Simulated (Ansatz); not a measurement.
## Run report: Pt, geometry relaxation (part 1 of 2)

- system: Pt (slab, 4 atoms in the cell)
- method: DFT LDA, scalar-relativistic, plane waves, PAW, no spin polarisation (Ansatz 0.2.0)

The structure derives from an entry of the Crystallography Open Database. The input holds or restrains some coordinates. Figures and captions count atoms from 1; the log counts them from 0 in places.

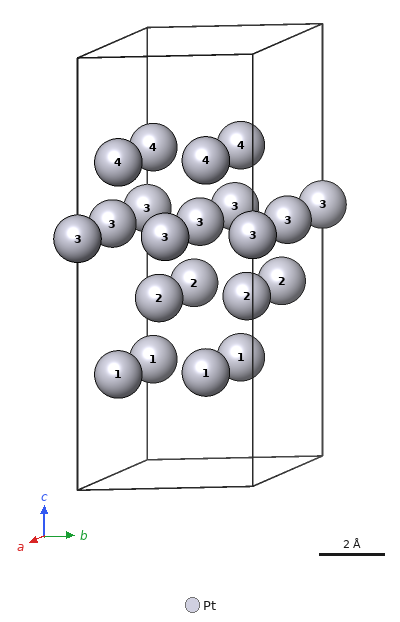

**Figure 1.** The structure as given in the input (spheres-only view of the 2 × 2 repeat of the cell, with the vacuum cut short, seen slightly off an axis; atoms are numbered from 1 in the order of the input).

## Results in brief

| quantity | value |
| --- | --- |
| outcome | converged under the restraints of the input |
| electrons treated | 72 |
| free energy | −48978.3772 eV |
| work function, top face | 6.05 eV |
| work function, bottom face | 6.05 eV |
| Fermi energy | 5.182 eV |
| gap on the k-point mesh | none (metallic) |
| final volume | 155.87 Å³ |
| work function (upper face) | 6.05 eV |
| largest force (length of the vector) at the end, held atoms and coordinates included | 0.026 eV/Å |
| hardware | 1 thread of Arm Neoverse V1, 24 GiB of memory available, shared host |
| wall time | 43 s |
| peak memory | 0.38 GiB |

## Notes

Warnings of the run: the exchange-correlation potential is rough where the density is thin. Spin–orbit coupling is left out, which matters for Pt.

## Input file
```yaml
crystal:
  lattice:
    - [2.7531922017, 0.0, 0.0]
    - [-1.3765961009, 2.3843343882, 0.0]
    - [0.0, 0.0, 23.743916058]
  atoms:
    - { symbol: Pt, position: [0.6666666667, 0.3333333333, 0.3579864408] }
    - { symbol: Pt, position: [0.3333333333, 0.6666666667, 0.4526621469] }
    - { symbol: Pt, position: [0.0, 0.0, 0.5473378531] }
    - { symbol: Pt, position: [0.6666666667, 0.3333333333, 0.6420135592] }
basis:
  ecutwfc: 420
kpoints:
  mp_grid: { grid: [12, 12, 1] }
hamiltonian:
  xc: lda
scf:
  occupations: { method: gaussian, width: 0.1 }
output:
  forces: true
  eigenvalues: true
  write_density: true
  write_potential: true
  elf: true
  volumetric_format: npy
relax:
  adjacent_minimum: "off"
  f_tol: 0.03
  max_steps: 70
  constraints: [{ sites: [0, 1] }]
efield:
  axis: 3
  dipole_correction: true
```

Run as:
```bash
ansatz run input.yaml --threads 1 --pin off --max-ram 2560MiB --backend cpu --events-out ev --progress --plain --runs-dir out
```

## Output
```
Engine: ansatz 0.2.0, aarch64-unknown-linux-gnu
Pseudopotentials: kind: paw
Pseudopotential: Pt, paw, valence charge 18, recommended cutoff 420 eV (normal), Pt.paw.azcp
Functional definition: SPW92
  exchange = slater_x
  correlation = pw_c
Crystal: 4 atoms, lattice volume = 155.868 Å³
Basis set: ecut = 420 eV, 3037 PW (Γ)
Bands: 44, of which v1, the nominal top of the filled ones, is band 36 counted from 1 (35 counted from 0)
Symmetry: 6 space group operations
k-points: 19 of 144 (time reversal used)
Non-local potential: Pt, projectors of the file, l = 0: 3, l = 1: 2, l = 2: 2, l = 3: 1
PAW form: soft (Blöchl's): semilocal exchange-correlation on the pseudo side does not see the compensation charge
PAW frozen core: Pt, regenerated for the run's functional, and the local potential with it (the file was generated under x = pbe(κ = 0.804, μ = 0.2195149727645171), c = pbe(β = 0.06672455060314922))
PAW one-centre angular grid: Pt, 590 points (default); XC on 64 Gauss nodes
Initial density: superposition of atomic densities (neutral atoms: chi_scale 0, normalization atom), corrected by the library's trained network
Initial wavefunctions: pseudopotential atomic-orbital guess
Functional: x = slater, c = lda
SCF iter   1: F=—  HF=-48978.388831 eV  |F-HF|=—  |Δ(HF+E_count)|=         —  Δρ=7.26e-3  dr2=2.91e-1  ethr=1.77e-3  p=-0.000 e·Å  D=-9.24e-14 V/Å  ΔV_dip=0.00 eV  dr2_dipole=4.38e-7  V_vac-E_F(+/−)=5.53/5.53 eV  ⟨swp⟩=9.1  Hψ=3996  notcnv=0  defer=5
efield: sawtooth ramp at fractional position 0.9500 (placed from the atoms, in the widest stretch of the axis that holds none; the zero of the levels goes with the place), width 0.1000; the density the first Hamiltonian is built on has a dipole p = -0.000 e·Å; the dipole correction subtracts the counter field D = -9.24e-14 V/Å, which shifts the + side's vacuum level by +0.00 eV against the − side's; the planar-averaged density in the ramp window peaks in size at 1.0e-5 e/Å³
preconditioner: auto → LDOS  [metal: Δε(μ)=0.082 eV  Ē_g=7.965 eV  σ=0.100 eV  W_gap=0.38  n_scr=18 (ndim 8)  ℏωp=18.8 eV  f_vac=0.566  D(μ)=4.87/eV (n_scr^D=16)  β→1.0]
SCF iter   2: F=—  HF=-48978.387382 eV  |F-HF|=—  |Δ(HF+E_count)|=   1.45e-3  Δρ=4.64e-3  dr2=6.27e-2  ethr=4.05e-4  p=-0.000 e·Å  D=-1.38e-5 V/Å  ΔV_dip=0.00 eV  dr2_dipole=9.24e-7  V_vac-E_F(+/−)=6.31/6.31 eV  ⟨swp⟩=2.5  Hψ=1338  notcnv=0  defer=37
SCF iter   3: F=—  HF=-48978.376818 eV  |F-HF|=—  |Δ(HF+E_count)|=   1.06e-2  Δρ=1.35e-3  dr2=2.66e-2  ethr=8.71e-5  p=-0.000 e·Å  D=-4.09e-5 V/Å  ΔV_dip=0.00 eV  dr2_dipole=2.98e-7  V_vac-E_F(+/−)=5.97/5.97 eV  ⟨swp⟩=2.1  Hψ=1276  notcnv=0  defer=37
SCF iter   4: F=—  HF=-48978.375357 eV  |F-HF|=—  |Δ(HF+E_count)|=   1.46e-3  Δρ=8.20e-4  dr2=5.25e-3  ethr=3.70e-5  p=0.000 e·Å  D=4.36e-6 V/Å  ΔV_dip=-0.00 eV  dr2_dipole=2.90e-8  V_vac-E_F(+/−)=6.03/6.03 eV  ⟨swp⟩=2.2  Hψ=1066  notcnv=0  defer=37
SCF iter   5: F=—  HF=-48978.374996 eV  |F-HF|=—  |Δ(HF+E_count)|=   3.61e-4  Δρ=3.33e-4  dr2=5.73e-4  ethr=7.30e-6  p=0.000 e·Å  D=4.32e-6 V/Å  ΔV_dip=-0.00 eV  dr2_dipole=3.97e-10  V_vac-E_F(+/−)=6.06/6.06 eV  ⟨swp⟩=2.0  Hψ=1065  notcnv=0  defer=34
SCF iter   6: F=—  HF=-48978.374991 eV  |F-HF|=—  |Δ(HF+E_count)|=   5.38e-6  Δρ=9.77e-5  dr2=6.90e-5  ethr=7.95e-7  p=-0.000 e·Å  D=-8.43e-6 V/Å  ΔV_dip=0.00 eV  dr2_dipole=5.47e-10  V_vac-E_F(+/−)=6.06/6.06 eV  ⟨swp⟩=1.9  Hψ=1037  notcnv=0  defer=34
SCF iter   7: F=-48978.374996 eV  HF=-48978.374995 eV  |F-HF|=1.10e-6  |Δ(HF+E_count)|=   3.46e-6  Δρ=2.68e-5  dr2=5.20e-7  ethr=3.12e-8  p=0.000 e·Å  D=5.05e-6 V/Å  ΔV_dip=-0.00 eV  dr2_dipole=2.38e-9  V_vac-E_F(+/−)=6.06/6.06 eV  ⟨swp⟩=21.6  Hψ=8557  notcnv=0
SCF 1 converged in 7 iterations: F = -48978.374996 eV  dr2 = 5.20e-7
  Residual-converged pass: ⟨swp⟩=1.0  Hψ=912  notcnv=0  max |occ|·‖R‖ = 7.1e-9 eV (tolerance 1.0e-8 eV)  dr2=5.20e-7  dr2_onsite=3.47e-8  max |Δocc| = 5.4e-11
  greatest PAW one-centre occupation: 1.000 electrons in one spin orbital (limit 2), on the Pt atom at site 1 (counted from 0), in its partial waves of l = 0
relax step   1: F+E_penalty+E_count = -48978.37499561 eV  Δ(F+E_penalty+E_count) = +0.000e0 eV  max|allowed force component| = 2.073e-1 eV/Å  Δτ_max = 0.0000 Å  (7 SCF iters, dr2 threshold 2.25e-5 eV, accepted)
Initial density: handed on by an earlier stage of this run
Initial wavefunctions: those handed on with the density
iter 1 solved again at ethr=1.62e-5 eV; its pass at ethr=3.10e-3 eV (dr2=1.17e-2 eV) is discarded
SCF iter   1: F=—  HF=-48978.377781 eV  |F-HF|=—  |Δ(HF+E_count)|=         —  Δρ=3.92e-3  dr2=1.11e-2  ethr=1.62e-5  p=0.000 e·Å  D=4.90e-6 V/Å  ΔV_dip=-0.00 eV  dr2_dipole=8.17e-5  V_vac-E_F(+/−)=6.04/6.04 eV  ⟨swp⟩=2.2  Hψ=3026  notcnv=0  defer=36
efield: sawtooth ramp at fractional position 0.9500 (handed on by an earlier solve), width 0.1000; the density the first Hamiltonian is built on has a dipole p = 0.000 e·Å; the dipole correction subtracts the counter field D = 4.90e-6 V/Å, which shifts the + side's vacuum level by -0.00 eV against the − side's; the planar-averaged density in the ramp window peaks in size at 8.7e-7 e/Å³
preconditioner: auto → LDOS  [metal: Δε(μ)=0.077 eV  Ē_g=8.068 eV  σ=0.100 eV  W_gap=0.39  n_scr=18 (ndim 8)  ℏωp=18.8 eV  f_vac=0.568  D(μ)=5.46/eV (n_scr^D=18)  β→1.0]
SCF iter   2: F=—  HF=-48978.377225 eV  |F-HF|=—  |Δ(HF+E_count)|=   5.56e-4  Δρ=1.80e-3  dr2=1.42e-2  ethr=1.54e-5  p=-0.004 e·Å  D=-4.22e-3 V/Å  ΔV_dip=0.10 eV  dr2_dipole=3.57e-3  V_vac-E_F(+/−)=6.14/6.04 eV  ⟨swp⟩=2.2  Hψ=1441  notcnv=0  defer=36
SCF iter   3: F=—  HF=-48978.374641 eV  |F-HF|=—  |Δ(HF+E_count)|=   2.58e-3  Δρ=4.50e-4  dr2=9.07e-4  ethr=1.54e-5  p=0.001 e·Å  D=1.14e-3 V/Å  ΔV_dip=-0.03 eV  dr2_dipole=7.98e-5  V_vac-E_F(+/−)=6.01/6.04 eV  ⟨swp⟩=2.1  Hψ=1274  notcnv=0  defer=36
SCF iter   4: F=—  HF=-48978.374527 eV  |F-HF|=—  |Δ(HF+E_count)|=   1.14e-4  Δρ=1.33e-4  dr2=6.26e-5  ethr=1.26e-6  p=-0.000 e·Å  D=-2.00e-4 V/Å  ΔV_dip=0.00 eV  dr2_dipole=8.64e-9  V_vac-E_F(+/−)=6.05/6.04 eV  ⟨swp⟩=2.6  Hψ=1313  notcnv=0  defer=36
SCF iter   5: F=—  HF=-48978.374516 eV  |F-HF|=—  |Δ(HF+E_count)|=   1.12e-5  Δρ=5.42e-5  dr2=1.15e-5  ethr=8.69e-8  p=-0.000 e·Å  D=-3.59e-5 V/Å  ΔV_dip=0.00 eV  dr2_dipole=1.83e-7  V_vac-E_F(+/−)=6.04/6.04 eV  ⟨swp⟩=2.7  Hψ=1407  notcnv=0  defer=36
SCF iter   6: F=—  HF=-48978.374515 eV  |F-HF|=—  |Δ(HF+E_count)|=   4.71e-7  Δρ=2.24e-5  dr2=6.08e-6  ethr=3.73e-9  p=-0.000 e·Å  D=-1.04e-4 V/Å  ΔV_dip=0.00 eV  dr2_dipole=9.18e-8  V_vac-E_F(+/−)=6.04/6.04 eV  ⟨swp⟩=20.5  Hψ=8028  notcnv=0
SCF iter   7: F=-48978.374514 eV  HF=-48978.374515 eV  |F-HF|=1.07e-6  |Δ(HF+E_count)|=   4.87e-8  Δρ=1.05e-5  dr2=1.11e-6  ethr=3.73e-9  p=-0.000 e·Å  D=-1.31e-4 V/Å  ΔV_dip=0.00 eV  dr2_dipole=9.65e-8  V_vac-E_F(+/−)=6.04/6.04 eV  ⟨swp⟩=11.6  Hψ=6920  notcnv=0
SCF 2 converged in 7 iterations: F = -48978.374514 eV  dr2 = 1.11e-6
relax step   2: F+E_penalty+E_count = -48978.37451430 eV  Δ(F+E_penalty+E_count) = +4.813e-4 eV  max|allowed force component| = 2.495e-1 eV/Å  Δτ_max = 0.0495 Å  (7 SCF iters, dr2 threshold 2.69e-6 eV, rejected (line search))
SCF iter   1: F=—  HF=-48978.378026 eV  |F-HF|=—  |Δ(HF+E_count)|=         —  Δρ=1.99e-3  dr2=2.60e-3  ethr=4.00e-5  p=-0.000 e·Å  D=-1.31e-4 V/Å  ΔV_dip=0.00 eV  dr2_dipole=3.44e-5  V_vac-E_F(+/−)=6.05/6.05 eV  ⟨swp⟩=3.3  Hψ=2012  notcnv=0  defer=36
efield: sawtooth ramp at fractional position 0.9500 (handed on by an earlier solve), width 0.1000; the density the first Hamiltonian is built on has a dipole p = -0.000 e·Å; the dipole correction subtracts the counter field D = -1.31e-4 V/Å, which shifts the + side's vacuum level by +0.00 eV against the − side's; the planar-averaged density in the ramp window peaks in size at 5.0e-7 e/Å³
preconditioner: auto → LDOS  [metal: Δε(μ)=0.082 eV  Ē_g=8.054 eV  σ=0.100 eV  W_gap=0.40  n_scr=18 (ndim 8)  ℏωp=18.8 eV  f_vac=0.567  D(μ)=5.33/eV (n_scr^D=18)  β→1.0]
SCF iter   2: F=—  HF=-48978.377967 eV  |F-HF|=—  |Δ(HF+E_count)|=   5.87e-5  Δρ=9.55e-4  dr2=4.08e-3  ethr=3.61e-6  p=0.002 e·Å  D=2.17e-3 V/Å  ΔV_dip=-0.05 eV  dr2_dipole=1.14e-3  V_vac-E_F(+/−)=6.00/6.05 eV  ⟨swp⟩=2.6  Hψ=1761  notcnv=0  defer=36
SCF iter   3: F=—  HF=-48978.377294 eV  |F-HF|=—  |Δ(HF+E_count)|=   6.73e-4  Δρ=2.66e-4  dr2=4.69e-4  ethr=3.61e-6  p=-0.001 e·Å  D=-1.12e-3 V/Å  ΔV_dip=0.03 eV  dr2_dipole=1.03e-4  V_vac-E_F(+/−)=6.08/6.05 eV  ⟨swp⟩=2.7  Hψ=1570  notcnv=0  defer=36
SCF iter   4: F=—  HF=-48978.377244 eV  |F-HF|=—  |Δ(HF+E_count)|=   4.98e-5  Δρ=7.64e-5  dr2=2.80e-5  ethr=6.51e-7  p=-0.000 e·Å  D=-4.11e-5 V/Å  ΔV_dip=0.00 eV  dr2_dipole=7.78e-7  V_vac-E_F(+/−)=6.05/6.05 eV  ⟨swp⟩=2.2  Hψ=1150  notcnv=0  defer=36
SCF iter   5: F=—  HF=-48978.377235 eV  |F-HF|=—  |Δ(HF+E_count)|=   9.25e-6  Δρ=2.99e-5  dr2=2.86e-6  ethr=3.88e-8  p=-0.000 e·Å  D=-1.26e-4 V/Å  ΔV_dip=0.00 eV  dr2_dipole=1.85e-7  V_vac-E_F(+/−)=6.05/6.05 eV  ⟨swp⟩=2.5  Hψ=1363  notcnv=0  defer=36
SCF iter   6: F=—  HF=-48978.377234 eV  |F-HF|=—  |Δ(HF+E_count)|=   3.66e-7  Δρ=1.09e-5  dr2=1.02e-6  ethr=3.97e-9  p=-0.000 e·Å  D=-8.19e-5 V/Å  ΔV_dip=0.00 eV  dr2_dipole=2.55e-8  V_vac-E_F(+/−)=6.05/6.05 eV  ⟨swp⟩=2.4  Hψ=1293  notcnv=0  defer=36
SCF iter   7: F=—  HF=-48978.377235 eV  |F-HF|=—  |Δ(HF+E_count)|=   2.63e-8  Δρ=6.00e-6  dr2=2.54e-7  ethr=1.42e-9  p=-0.000 e·Å  D=-7.41e-5 V/Å  ΔV_dip=0.00 eV  dr2_dipole=1.63e-8  V_vac-E_F(+/−)=6.05/6.05 eV  ⟨swp⟩=1.7  Hψ=938  notcnv=0  defer=36
SCF iter   8: F=-48978.377235 eV  HF=-48978.377235 eV  |F-HF|=1.38e-8  |Δ(HF+E_count)|=   1.69e-8  Δρ=2.68e-6  dr2=2.15e-8  ethr=1.39e-10  p=-0.000 e·Å  D=-6.45e-5 V/Å  ΔV_dip=0.00 eV  dr2_dipole=1.74e-10  V_vac-E_F(+/−)=6.05/6.05 eV  ⟨swp⟩=18.5  Hψ=6800  notcnv=0
SCF 3 converged in 8 iterations: F = -48978.377235 eV  dr2 = 2.15e-8
relax step   3: F+E_penalty+E_count = -48978.37723451 eV  Δ(F+E_penalty+E_count) = -2.239e-3 eV  max|allowed force component| = 4.496e-3 eV/Å  Δτ_max = 0.0241 Å  (8 SCF iters, accepted)
```

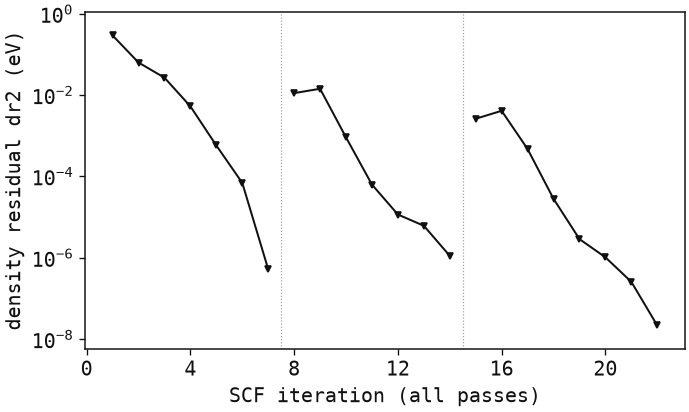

**Figure 2.** Convergence of the self-consistent field: density residual dr2 against the SCF iteration. The dotted lines part the SCF passes of the relaxation: geometry steps, rejected trials and re-solves on a re-selected basis. The passes take 7, 7 and 8 iterations.
